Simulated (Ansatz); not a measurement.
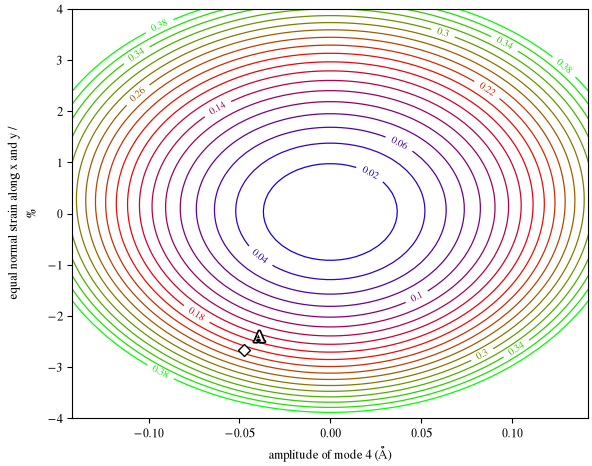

TaN (P6_3/mmc, No. 194; 4 atoms in the cell). The energy is mapped over a normal mode and a strain (zone-centre modes of the 4-atom cell of this scan) (x along [1 0 0], y along [1 2 0], z along [0 0 1] of the conventional cell). The first coordinate is: amplitude of mode 4 (149 cm⁻¹), largest displacement in the unstrained cell; the second: equal normal strain along x and y. Nothing is relaxed (the pattern is fixed in fractional coordinates). The scan uses a 7 × 7 grid; 28 points were computed and 21 follow by symmetry. Points are written as (first, second). All energies are given in eV per cell relative to the lowest grid point. Theory: Ansatz, DFT PBEsol, scalar-relativistic, plane waves, PAW. Settings: cutoff 520 eV, k-mesh 15×15×8 in the order of the run's cell vectors, gaussian smearing 0.15 eV, no spin polarisation.

The picture shows contour lines labelled in eV (none above 0.38), the point A. Between grid points the surface is interpolated.

Q: Is A at rest? If not, where is it pushed?

A: A, at (−0.047 Å, −2.67 %), is not a stationary point. The computed force is 1.5 eV for each Å towards larger values of the first coordinate and 0.14 eV for each 1 % towards larger values of the second coordinate.

PAW datasets: the set soft_1.
